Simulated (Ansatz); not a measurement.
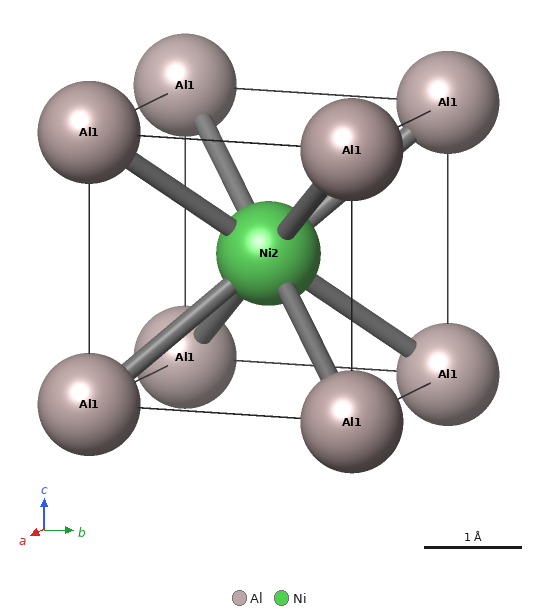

Fig. 1: The structure as given in the input (ball-and-stick view of the cell of the calculation, seen slightly off an axis; atoms are numbered from 1 in the order of the input). An atom can appear more than once, as a periodic image. Near neighbours in the periodic cell (some may lie outside the picture): Al has 8 Ni at 2.50 Å; Ni has 8 Al at 2.50 Å.

**What a change does: single-point calculation on AlNi**

System: AlNi (P4/mmm, 2 atoms in the cell).
Method of run A: DFT PBEsol, scalar-relativistic, plane waves, PAW, no spin polarisation (Ansatz 0.2.0).

The structure derives from a Materials Project entry. Text and figures count atoms from 1; the logs count them from 0 in places.

**The input, run A**
```yaml
crystal:
  lattice:
    - [2.0516480084, -2.0516700351, 0.0]
    - [2.0516480084, 2.0516700351, 0.0]
    - [0.0, 0.0, 2.8694088109]
  atoms:
    - { symbol: Al, position: [0.0, 0.0, 0.0] }
    - { symbol: Ni, position: [0.5, 0.5, 0.5] }
basis:
  ecutwfc: 420
kpoints:
  mp_grid: { grid: [20, 20, 20] }
hamiltonian:
  xc: pbesol
scf:
  occupations: { method: gaussian, width: 0.15 }
output:
  forces: true
  stress: true
  eigenvalues: true
```

Launched with:
```bash
ansatz run input.yaml --threads 2 --pin off --max-ram 5120MiB --backend cpu --events-out ev --progress --plain --runs-dir out
```

Hardware: 2 threads of Arm Neoverse V2, 24 GiB of memory available, shared host.

**Output, shortened to warnings, some set-up lines, iterations and results (run A)**
```
Warning: 8 symmetry operations that the atoms keep within the bar at which the run's group was sought (crystal.symmetry.tolerance 1.0e-5, or twice it) were not taken beside the 8 unitary ones that the detection took (of a slab, those that keep its plane). If the more symmetric cell is meant, write the vectors of crystal.lattice to more decimals, or, with the positions in fractional coordinates, …
Basis set: ecut = 420 eV, 461 PW (Γ), exchange–correlation on 40×40×40 points (8 copies of the dense FFT grid, shifted against one another)
Symmetry: 8 space group operations
k-points: 1221 of 8000
Initial density: superposition of atomic densities (neutral atoms: chi_scale 0, normalization atom), corrected by the library's trained network
[...]
SCF iter   1: F=—  HF=-6330.862599 eV  |F-HF|=—  |Δ(HF+E_count)|=         —  Δρ=1.81e-2  dr2=4.62e-2  ethr=1.77e-3  ⟨swp⟩=4.5  Hψ=82146  notcnv=0
SCF iter   2: F=—  HF=-6330.857014 eV  |F-HF|=—  |Δ(HF+E_count)|=   5.59e-3  Δρ=6.07e-3  dr2=5.90e-3  ethr=2.20e-4  ⟨swp⟩=1.7  Hψ=29368  notcnv=0  defer=41
SCF iter   3: F=—  HF=-6330.856362 eV  |F-HF|=—  |Δ(HF+E_count)|=   6.52e-4  Δρ=9.44e-4  dr2=1.52e-4  ethr=2.81e-5  ⟨swp⟩=1.0  Hψ=18018  notcnv=0  defer=41
SCF iter   4: F=—  HF=-6330.856338 eV  |F-HF|=—  |Δ(HF+E_count)|=   2.32e-5  Δρ=6.01e-5  dr2=2.75e-7  ethr=7.24e-7  ⟨swp⟩=1.2  Hψ=19183  notcnv=0  defer=41
SCF iter   5: F=—  HF=-6330.856324 eV  |F-HF|=—  |Δ(HF+E_count)|=   1.48e-5  Δρ=1.37e-5  dr2=3.29e-8  ethr=1.31e-9  ⟨swp⟩=2.0  Hψ=30011  notcnv=0  defer=41
SCF iter   6: F=-6330.856324 eV  HF=-6330.856324 eV  |F-HF|=1.34e-10  |Δ(HF+E_count)|=   2.34e-9  Δρ=9.98e-7  dr2=1.50e-10  ethr=1.57e-10  ⟨swp⟩=3.2  Hψ=59139  notcnv=0
SCF 1 converged in 6 iterations: F = -6330.856324 eV  dr2 = 1.50e-10
SCF converged after 6 iterations
Free energy (F): -6330.856324 eV
Harris-Foulkes:  -6330.856324 eV  (|F-HF|=1.34e-10)
Internal energy: -6330.846252 eV  (E = F + TS)
E sigma→0 (E₀):  -6330.851288 eV
Entropy (-TS):   -0.010071 eV (-5.036 meV/atom)
Fermi energy:    13.677481 eV
--- Per-component energies (eV) ---
  E_band       = -340.473529
  E_kinetic    = 310.991841
  E_local      = -4460.803233  (includes V_loc(G=0)·N_el)
  E_nonlocal   = 648.831517
  E_hartree    = 1917.068857
  E_xc         = -125.369935
  E_vxc        = -140.444996  (∫ρ·V_xc dr)
  E_paw        = -2052.932798  (= ΣΔE_a)
  E_vpaw       = -533.187569  (= ΣTr[D̂ρ^β])
  E_aug_tail   = 0.000472  (compensation charges beyond the density's cutoff)
  E_ewald      = -2568.849401
  E_core_change = 0.216428  (= ΣΔE_core)
  E_smearing   = -0.010071  (= −TS)
  E_closure    = -0.000000  (closes the sum)
  Σ components = -6330.856324   (vs F -6330.856324, Δ=0.00e0)
--- Forces (eV/Å), atoms counted from 1 ---
  atom   1  Al    -0.00000000     0.00000000     0.00000000
  atom   2  Ni     0.00000000     0.00000000     0.00000000
  max |Σ_I F_I| component: 2.48e-29 eV/Å
--- Stress (GPa, compression-positive) ---
       -5.079636       0.000000       0.000000
        0.000000      -5.082121       0.000000
        0.000000       0.000000      -4.268441
  P = ⅓ Tr σ = -4.8101 GPa (-48.101 kbar)
```

The input of run B differs as follows (lines with − go, lines with + come):
```diff
-    - [0.0, 0.0, 2.8694088109]
+    - [0.0, 0.0, 2.7833265466]
```

How does run B compare with run A?

With the same functional and potentials, run B lies 2.1 meV per atom lower. The pressure goes from −4.81 to 0.23 GPa. The volume per atom goes from 12.08 to 11.72 Å³. The number of SCF iterations is the same.

**Output, shortened to warnings, some set-up lines, iterations and results (run B)**
```
Warning: 8 symmetry operations that the atoms keep within the bar at which the run's group was sought (crystal.symmetry.tolerance 1.0e-5, or twice it) were not taken beside the 8 unitary ones that the detection took (of a slab, those that keep its plane). If the more symmetric cell is meant, write the vectors of crystal.lattice to more decimals, or, with the positions in fractional coordinates, …
Basis set: ecut = 420 eV, 461 PW (Γ), exchange–correlation on 40×40×40 points (8 copies of the dense FFT grid, shifted against one another)
Symmetry: 8 space group operations
k-points: 1221 of 8000
Initial density: superposition of atomic densities (neutral atoms: chi_scale 0, normalization atom), corrected by the library's trained network
[...]
SCF iter   1: F=—  HF=-6330.867483 eV  |F-HF|=—  |Δ(HF+E_count)|=         —  Δρ=1.92e-2  dr2=5.00e-2  ethr=1.77e-3  ⟨swp⟩=4.5  Hψ=82314  notcnv=0
SCF iter   2: F=—  HF=-6330.861408 eV  |F-HF|=—  |Δ(HF+E_count)|=   6.07e-3  Δρ=6.55e-3  dr2=6.67e-3  ethr=2.38e-4  ⟨swp⟩=1.7  Hψ=29544  notcnv=0  defer=52
SCF iter   3: F=—  HF=-6330.860643 eV  |F-HF|=—  |Δ(HF+E_count)|=   7.65e-4  Δρ=1.01e-3  dr2=1.72e-4  ethr=3.18e-5  ⟨swp⟩=1.0  Hψ=18014  notcnv=0  defer=52
SCF iter   4: F=—  HF=-6330.860617 eV  |F-HF|=—  |Δ(HF+E_count)|=   2.53e-5  Δρ=6.67e-5  dr2=3.02e-7  ethr=8.20e-7  ⟨swp⟩=1.3  Hψ=19697  notcnv=0  defer=52
SCF iter   5: F=—  HF=-6330.860615 eV  |F-HF|=—  |Δ(HF+E_count)|=   2.59e-6  Δρ=1.56e-5  dr2=3.73e-8  ethr=1.44e-9  ⟨swp⟩=2.0  Hψ=29999  notcnv=0  defer=52
SCF iter   6: F=-6330.860615 eV  HF=-6330.860615 eV  |F-HF|=3.55e-11  |Δ(HF+E_count)|=   3.86e-9  Δρ=1.08e-6  dr2=1.59e-10  ethr=1.78e-10  ⟨swp⟩=3.6  Hψ=61000  notcnv=0
SCF 1 converged in 6 iterations: F = -6330.860615 eV  dr2 = 1.59e-10
SCF converged after 6 iterations
Free energy (F): -6330.860615 eV
Harris-Foulkes:  -6330.860615 eV  (|F-HF|=3.55e-11)
Internal energy: -6330.851220 eV  (E = F + TS)
E sigma→0 (E₀):  -6330.855917 eV
Entropy (-TS):   -0.009395 eV (-4.698 meV/atom)
Fermi energy:    14.201942 eV
--- Per-component energies (eV) ---
  E_band       = -331.403516
  E_kinetic    = 312.157386
  E_local      = -4419.787354  (includes V_loc(G=0)·N_el)
  E_nonlocal   = 648.642570
  E_hartree    = 1900.743305
  E_xc         = -125.932547
  E_vxc        = -141.173976  (∫ρ·V_xc dr)
  E_paw        = -2052.733922  (= ΣΔE_a)
  E_vpaw       = -532.728602  (= ΣTr[D̂ρ^β])
  E_aug_tail   = 0.000469  (compensation charges beyond the density's cutoff)
  E_ewald      = -2594.157555
  E_core_change = 0.216428  (= ΣΔE_core)
  E_smearing   = -0.009395  (= −TS)
  E_closure    = -0.000000  (closes the sum)
  Σ components = -6330.860615   (vs F -6330.860615, Δ=0.00e0)
--- Forces (eV/Å), atoms counted from 1 ---
  atom   1  Al     0.00000000     0.00000000     0.00000000
  atom   2  Ni     0.00000000     0.00000000    -0.00000000
  max |Σ_I F_I| component: 4.54e-29 eV/Å
--- Stress (GPa, compression-positive) ---
       -0.994004      -0.000000      -0.000000
       -0.000000      -0.996819       0.000000
       -0.000000       0.000000       2.686347
  P = ⅓ Tr σ = 0.2318 GPa (2.318 kbar)
```

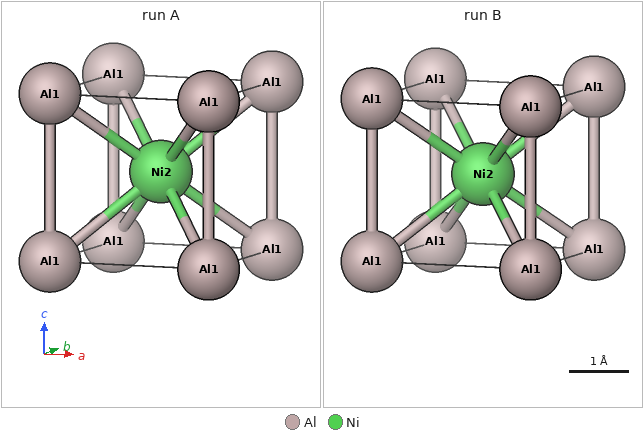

Fig. 2: The two input geometries at one scale (ball-and-stick view of the cell of the calculation, seen slightly off an axis). The atoms keep their places relative to the cell (all moves are under 0.005 Å). The volume changes by −3.0 %, with a = b stay at 2.901 Å, c 2.869 → 2.783 Å (−3.0 %). Among the contacts that change: Al1–Al1 2.869 → 2.783 Å, Ni2–Ni2 2.869 → 2.783 Å, Al1–Ni2 2.504 → 2.479 Å.

**The two runs side by side**

| quantity | run A | run B |
| --- | --- | --- |
| outcome | converged | converged |
| free energy per atom (eV) | −3165.4282 | −3165.4303 |
| energy per atom, smearing taken to zero (eV) | −3165.4256 | −3165.4280 |
| gap on the mesh (eV) | 0.00 | 0.00 |
| pressure (GPa) | −4.81 | 0.23 |
| volume per atom (Å³) | 12.08 | 11.72 |
| largest force (eV/Å) | 0.000 | 0.000 |
| SCF iterations | 6 | 6 |
| irreducible k-points | 1221 | 1221 |
| plane waves at Γ | 461 | 461 |
| wall time (shared host) | 7.9 s | 7.8 s |

For both runs: Warnings: near-symmetries of the structure were not used. The run has no spin polarisation, so a magnetic state may lie lower.
